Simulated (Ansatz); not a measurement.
## Run report: Ta, single-point calculation

- system: Ta (slab, 3 atoms in the cell)
- method: DFT PBEsol, scalar-relativistic, plane waves, PAW, PAW set soft_1, no spin polarisation (Ansatz 0.2.0)

The structure derives from an entry of the Crystallography Open Database. Figures and captions count atoms from 1; the log counts them from 0 in places.

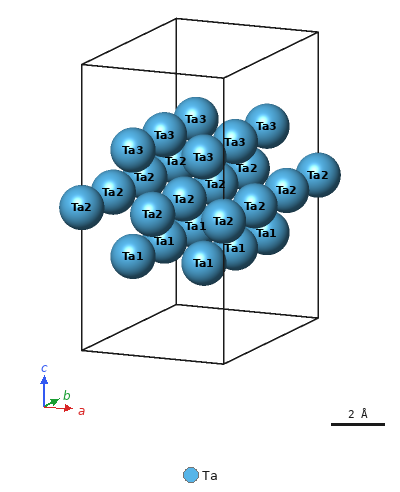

The structure as given in the input (spheres-only view of the 2 × 3 repeat of the cell, with the vacuum cut short, seen slightly off an axis; atoms are numbered from 1 in the order of the input).

### The input
```yaml
crystal:
  lattice:
    - [2.9524503657, 0.0, 0.0]
    - [0.0, 2.9524503657, 0.0]
    - [0.0, 0.0, 19.6446118425]
  atoms:
    - { symbol: Ta, position: [0.5, 0.5, 0.2036181744] }
    - { symbol: Ta, position: [0.0, 0.0, 0.3091146598] }
    - { symbol: Ta, position: [0.5, 0.5, 0.4145977486] }
basis:
  ecutwfc: 420
kpoints:
  mp_grid: { grid: [9, 9, 1] }
hamiltonian:
  xc: pbesol
  pseudopotentials: { kind: paw, azcp: { folder: soft_1 } }
scf:
  occupations: { method: gaussian, width: 0.1 }
output:
  forces: true
  eigenvalues: true
efield:
  axis: 3
  dipole_correction: true
  ramp_width: 0.04
```

Launch command:
```bash
ansatz run input.yaml --threads 1 --pin off --max-ram 3072MiB --backend cpu --events-out ev --progress --plain --runs-dir out
```

### Output
```
Warning: [file] the record states the generating functional pbe (its physics header spells it `PBE`), which answers neither for hamiltonian.xc's functional nor for the pbesol family's — results may be inconsistent (PPs are generated against a specific XC)
Engine: ansatz 0.2.0, aarch64-unknown-linux-gnu
Pseudopotentials: kind: paw
Pseudopotential: Ta, paw, valence charge 13, recommended cutoff 420 eV (normal), [file]
Functional definition: PBEsol
  exchange = pbesol_x
  correlation = pbesol_c
Crystal: 3 atoms, lattice volume = 171.241 Å³
Basis set: ecut = 420 eV, 3285 PW (Γ), exchange–correlation on 40×40×270 points (8 copies of the dense FFT grid, shifted against one another)
Bands: 24, of which v1, the nominal top of the filled ones, is band 20 counted from 1 (19 counted from 0)
Symmetry: 8 space group operations
Space group: P4mm (ITA 99), of the structure as read, at distance tolerance 5.6e-5 Å
k-points: 15 of 81
Non-local potential: Ta, projectors of the file, l = 0: 3, l = 1: 2, l = 2: 2, l = 3: 1
PAW form: soft (Blöchl's): semilocal exchange-correlation on the pseudo side does not see the compensation charge
PAW frozen core: Ta, regenerated for the run's functional, and the local potential with it (the file was generated under x = pbe(κ = 0.804, μ = 0.2195149727645171), c = pbe(β = 0.06672455060314922))
PAW one-centre angular grid: Ta, 590 points (default); XC on 64 Gauss nodes
Initial density: superposition of atomic densities (neutral atoms: chi_scale 0, normalization atom)
Initial wavefunctions: pseudopotential atomic-orbital guess
Functional: x = pbesol(κ = 0.804, μ = 0.12345679012345678), c = pbesol(β = 0.046)
SCF iter   1: F=—  HF=-29421.070763 eV  |F-HF|=—  |Δ(HF+E_count)|=         —  Δρ=4.21e-2  dr2=2.68e1  ethr=3.10e-3  p=0.000 e·Å  D=2.31e-6 V/Å  ΔV_dip=-0.00 eV  dr2_dipole=8.09e-7  V_vac-E_F(+/−)=6.81/6.81 eV  ⟨swp⟩=7.5  Hψ=1835  notcnv=0
efield: sawtooth ramp at fractional position 0.7891 (placed from the atoms, in the widest stretch of the axis that holds none; the zero of the levels goes with the place), width 0.0400; the density the first Hamiltonian is built on has a dipole p = 0.000 e·Å; the dipole correction subtracts the counter field D = 2.31e-6 V/Å, which shifts the + side's vacuum level by -0.00 eV against the − side's; the planar-averaged density in the ramp window peaks in size at 3.7e-6 e/Å³
preconditioner: auto → LDOS  [metal: Δε(μ)=0.066 eV  Ē_g=4.000 eV  σ=0.100 eV  W_gap=0.34  n_scr=16 (ndim 8)  ℏωp=11.0 eV  f_vac=0.560  D(μ)=5.51/eV (n_scr^D=42)  β→1.0]
SCF iter   2: F=—  HF=-29418.643194 eV  |F-HF|=—  |Δ(HF+E_count)|=    2.43e0  Δρ=2.37e-2  dr2=1.75e0  ethr=3.10e-3  p=0.001 e·Å  D=5.59e-4 V/Å  ΔV_dip=-0.01 eV  dr2_dipole=3.99e-5  V_vac-E_F(+/−)=4.49/4.50 eV  ⟨swp⟩=3.7  Hψ=915  notcnv=0  defer=4
SCF iter   3: F=—  HF=-29418.528084 eV  |F-HF|=—  |Δ(HF+E_count)|=   1.15e-1  Δρ=6.44e-3  dr2=1.90e-1  ethr=3.10e-3  p=-0.000 e·Å  D=-1.91e-4 V/Å  ΔV_dip=0.00 eV  dr2_dipole=5.64e-6  V_vac-E_F(+/−)=5.01/5.01 eV  ⟨swp⟩=2.9  Hψ=771  notcnv=0  defer=3
SCF iter   4: F=—  HF=-29418.488228 eV  |F-HF|=—  |Δ(HF+E_count)|=   3.99e-2  Δρ=1.62e-3  dr2=6.23e-3  ethr=4.86e-4  p=0.000 e·Å  D=1.14e-4 V/Å  ΔV_dip=-0.00 eV  dr2_dipole=4.43e-6  V_vac-E_F(+/−)=4.79/4.80 eV  ⟨swp⟩=2.9  Hψ=755  notcnv=0  defer=2
SCF iter   5: F=—  HF=-29418.488432 eV  |F-HF|=—  |Δ(HF+E_count)|=   2.04e-4  Δρ=3.50e-4  dr2=4.14e-4  ethr=1.60e-5  p=-0.000 e·Å  D=-3.27e-6 V/Å  ΔV_dip=0.00 eV  dr2_dipole=3.96e-8  V_vac-E_F(+/−)=4.72/4.72 eV  ⟨swp⟩=2.3  Hψ=490  notcnv=0  defer=2
SCF iter   6: F=—  HF=-29418.488472 eV  |F-HF|=—  |Δ(HF+E_count)|=   4.02e-5  Δρ=8.15e-5  dr2=1.85e-5  ethr=1.06e-6  p=0.000 e·Å  D=8.54e-5 V/Å  ΔV_dip=-0.00 eV  dr2_dipole=6.11e-7  V_vac-E_F(+/−)=4.70/4.70 eV  ⟨swp⟩=2.1  Hψ=503  notcnv=0  defer=2
SCF iter   7: F=—  HF=-29418.488515 eV  |F-HF|=—  |Δ(HF+E_count)|=   4.22e-5  Δρ=3.02e-5  dr2=4.04e-6  ethr=4.74e-8  p=-0.000 e·Å  D=-4.25e-6 V/Å  ΔV_dip=0.00 eV  dr2_dipole=3.41e-8  V_vac-E_F(+/−)=4.70/4.70 eV  ⟨swp⟩=3.1  Hψ=696  notcnv=0  defer=2
SCF iter   8: F=—  HF=-29418.488514 eV  |F-HF|=—  |Δ(HF+E_count)|=   2.38e-8  Δρ=9.88e-6  dr2=2.46e-7  ethr=1.03e-8  p=0.000 e·Å  D=2.39e-5 V/Å  ΔV_dip=-0.00 eV  dr2_dipole=7.05e-9  V_vac-E_F(+/−)=4.70/4.70 eV  ⟨swp⟩=2.2  Hψ=568  notcnv=0  defer=2
SCF iter   9: F=-29418.488515 eV  HF=-29418.488515 eV  |F-HF|=7.17e-9  |Δ(HF+E_count)|=   1.41e-7  Δρ=2.58e-6  dr2=1.45e-8  ethr=2.56e-10  p=0.000 e·Å  D=1.78e-5 V/Å  ΔV_dip=-0.00 eV  dr2_dipole=6.61e-11  V_vac-E_F(+/−)=4.70/4.70 eV  ⟨swp⟩=9.1  Hψ=1842  notcnv=0
SCF 1 converged in 9 iterations: F = -29418.488515 eV  dr2 = 1.45e-8
  greatest PAW one-centre occupation: 0.999 electrons in one spin orbital (limit 2), on the Ta atom at site 1 (counted from 0), in its partial waves of l = 0
```

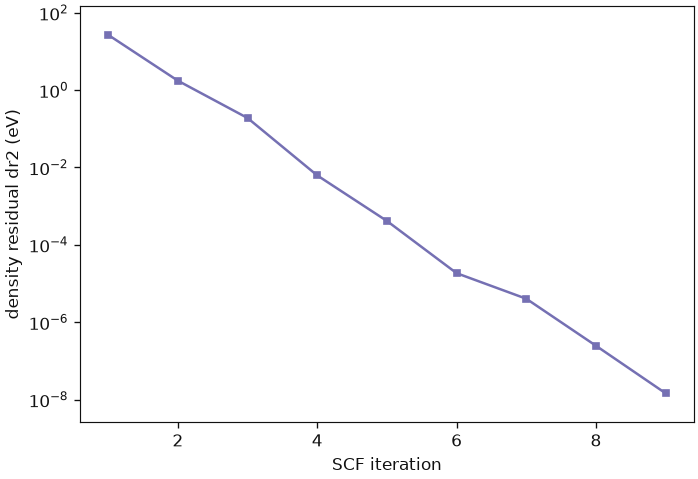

Convergence of the self-consistent field: density residual dr2 against the SCF iteration. The residual falls at every step.

```
SCF converged after 9 iterations
Free energy (F): -29418.488515 eV
Harris-Foulkes:  -29418.488515 eV  (|F-HF|=7.17e-9)
Internal energy: -29418.469157 eV  (E = F + TS)
E sigma→0 (E₀):  -29418.478836 eV
Entropy (-TS):   -0.019357 eV (-6.452 meV/atom)
Fermi energy:    2.971672 eV
Dipole field:    D = 0.000006 V/Å  (p = 0.000006 e·Å, saw-weighted, corrected)
Work function:   Φ+ = 4.6974 eV   Φ− = 4.6975 eV
Levels:          The Fermi level and band energies are counted from a zero that moves with the ramp; work functions are not
--- Per-component energies (eV) ---
  E_band       = -944.985864
  E_kinetic    = 1170.789949
  E_local      = -26481.306553  (includes V_loc(G=0)·N_el)
  E_nonlocal   = -26.321031
  E_hartree    = 12699.238871
  E_xc         = -950.374986
  E_vxc        = -692.486459  (∫ρ·V_xc dr)
  E_paw        = -24543.192050  (= ΣΔE_a)
  E_vpaw       = -314.122231  (= ΣTr[D̂ρ^β])
  E_aug_tail   = 0.000291  (compensation charges beyond the density's cutoff)
  E_efield     = 0.000000  (sawtooth field / dipole correction)
  E_vefield    = -0.000000  (∫n·V_field dr)
  E_ewald      = 8712.055214
  E_core_change = 0.641138  (= ΣΔE_core)
  E_smearing   = -0.019357  (= −TS)
  E_closure    = 0.000000  (closes the sum)
  Σ components = -29418.488515   (vs F -29418.488515, Δ=0.00e0)
--- Forces (eV/Å), atoms counted from 1 ---
  atom   1  Ta    -0.00000000     0.00000000     0.03008951
  atom   2  Ta     0.00000000     0.00000000    -0.00110739
  atom   3  Ta    -0.00000000     0.00000000    -0.02898867
  max |Σ_I F_I| component: 6.55e-6 eV/Å
--- Band table (eV; the first three rows and the last of 15) ---
  k-point 0: bands = ["-65.0253", "-65.0140", "-64.7987", "-31.8356", "-31.5878", "-31.2465", "-31.2465", "-31.1447", "-31.1447", "-31.0276", "-30.9301", "-30.9301", "-4.6030", "-2.4675", "-1.5963", "-0.3852", "0.9136", "2.4027", "2.5881", "2.5994", "3.7096", "3.7096", "4.7892", "5.2135"]
  k-point 1: bands = ["-65.0201", "-65.0101", "-64.7960", "-31.8150", "-31.6093", "-31.2976", "-31.2533", "-31.2323", "-31.1386", "-30.9968", "-30.9959", "-30.9322", "-4.2868", "-2.1961", "-1.3130", "-0.1589", "1.0728", "2.3763", "2.5509", "2.6692", "3.7301", "3.7715", "4.2339", "4.7948"]
  k-point 2: bands = ["-65.0070", "-65.0002", "-64.7891", "-31.7712", "-31.6902", "-31.4435", "-31.4250", "-31.1937", "-31.1308", "-31.1229", "-30.9918", "-30.9399", "-3.4450", "-1.6190", "-0.7320", "0.5023", "1.5735", "2.1252", "2.3849", "3.1154", "3.2389", "3.8654", "4.0783", "4.4472"]
  k-point 14: bands = ["-64.9498", "-64.9496", "-64.7441", "-31.8395", "-31.8391", "-31.6659", "-31.6515", "-31.4897", "-31.4554", "-31.3596", "-31.3366", "-31.1520", "-1.1224", "-0.8410", "-0.0146", "0.0135", "0.2733", "1.9190", "2.0388", "4.3449", "5.2562", "5.4092", "6.3037", "6.4880"]
```

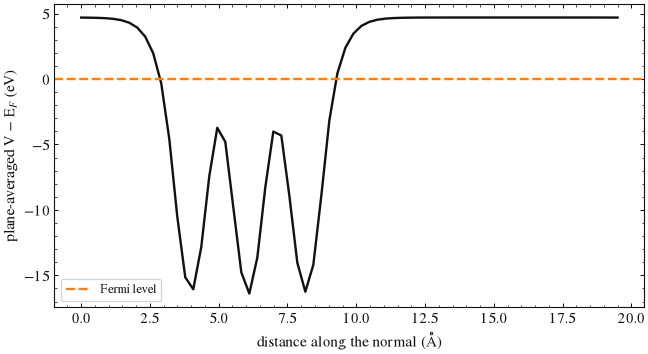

Plane average of the electrostatic potential energy of an electron across the cell, from the Fermi level. The vacuum level lies 4.70 eV above the Fermi level.

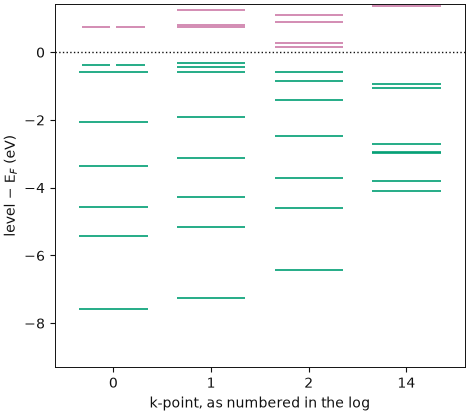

Kohn–Sham levels near the Fermi level (dotted) at the few k-points that the log prints; levels within 0.02 eV of each other stand side by side. The system is metallic on the full mesh.

### Results in brief

| quantity | value |
| --- | --- |
| outcome | converged |
| electrons treated | 39 |
| free energy | −29418.4885 eV |
| work function, top face | 4.70 eV |
| work function, bottom face | 4.70 eV |
| Fermi energy | 2.972 eV |
| gap on the k-point mesh | none (metallic) |
| work function (upper face) | 4.70 eV |
| largest force (length of the vector) | 0.030 eV/Å |
| hardware | 1 thread of Arm Neoverse V1, 24 GiB of memory available, shared host |
| wall time | 6.5 s |
| peak memory | 0.33 GiB |

### Remarks

Warnings of the run: the PAW datasets were made with another functional. Spin–orbit coupling is left out, which matters for Ta.
